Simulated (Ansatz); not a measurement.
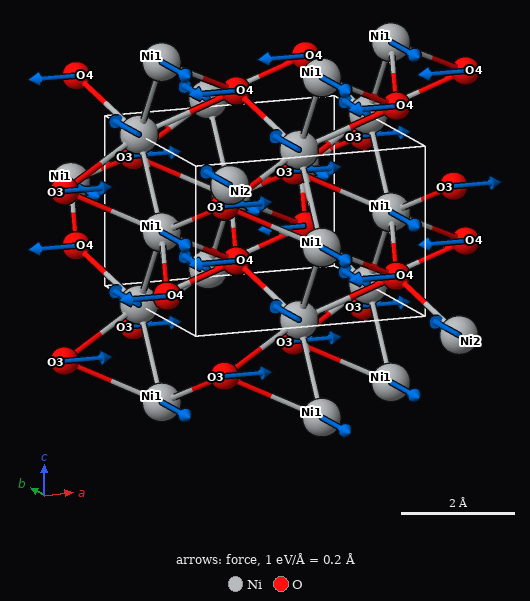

Starting geometry of crystalline NiO (a generated structure, set up in C222_1) (coarse preliminary run) with the computed forces as blue arrows. The picture is a ball-and-stick view of the conventional cell (2 times the calculation's cell), seen slightly off an axis. Lengths and directions refer to the drawn axes.

All numbers below come from DFT PBE, scalar-relativistic, plane waves, PAW in Ansatz.

Input
```yaml
crystal:
  lattice:
    - [2.19447835, -2.19447835, 0.0]
    - [2.19447835, 2.19447835, 0.0]
    - [0.0, 0.0, 3.10346105]
  atoms:
    - { symbol: Ni, position: [0.375, 0.375, 0.5], spin: 2.0 }
    - { symbol: Ni, position: [0.625, 0.625, 0.0], spin: 2.0 }
    - { symbol: O, position: [0.125, 0.875, 0.75] }
    - { symbol: O, position: [0.875, 0.125, 0.25] }
basis:
  ecutwfc: 420
kpoints:
  mp_grid: { grid: [6, 6, 6] }
hamiltonian:
  xc: pbe
scf:
  occupations: { method: gaussian, width: 0.1 }
  lower_state_search: "off"
output:
  forces: true
  stress: true
  eigenvalues: true
  populations: true
magnetization:
  spin_polarized: true
relax:
  adjacent_minimum: "off"
  f_tol: 0.04
  max_steps: 70
  cell: { stress_tol: 0.4 }
```

Command:
```bash
ansatz run input.yaml --threads 1 --pin off --max-ram 2560MiB --backend cpu --events-out ev --progress --plain --runs-dir out
```

### What follows when this structure is relaxed?

It isn't relaxed: the largest force vector, on Ni atoms, is 6.87 eV/Å. The atoms end up moving mostly along the starting forces (cosine between the two patterns 0.89). Over 16 accepted moves (22 points after the start) the energy falls by 1484 meV per atom. The largest force component goes from 6.9 to 0.0045 eV/Å. Pressure: 105.46 GPa at the start and 0.03 GPa at the end. The line search rejected the trial step at point 12 of the run. The SCF was repeated 5 times at an unchanged geometry on a basis and grid sized afresh for the cell, which shifted the energy by 63.3 meV per atom at most. The largest moves relative to the cell, 0.43 Å, are those of O3 and O4. O4 goes along −a. Largest moves by element: O 0.43 Å, Ni 0.23 Å. The volume changes by +39.2 %, with a 4.389 → 4.803 Å (+9.4 %), b 4.389 → 4.072 Å (−7.2 %), c 3.103 → 4.256 Å (+37.1 %). Among the contacts that change: Ni1–Ni2 1.900 → 2.592 Å, Ni1–O3 1.900 → 1.966 Å, Ni1–O3 (another image) 1.900 → 1.890 Å. Bonds break: Ni1–Ni2 (1.90 → 2.59 Å). Bond angles that change, for instance: O3–Ni1–O4 60.0° → 97.5°, Ni1–O3–Ni2 146.4° → 117.1°, Ni1–O3–Ni2 60.0° → 86.6°. The space group stays C222_1 (No. 20). The program noted that the starting moments weren't kept. The run may lie on a higher electronic state than the lowest, so the end point isn't shown to be the ground-state structure. The run took 7.8 min on 1 thread of Arm Neoverse V2, on a shared host, peak memory 0.41 GiB.
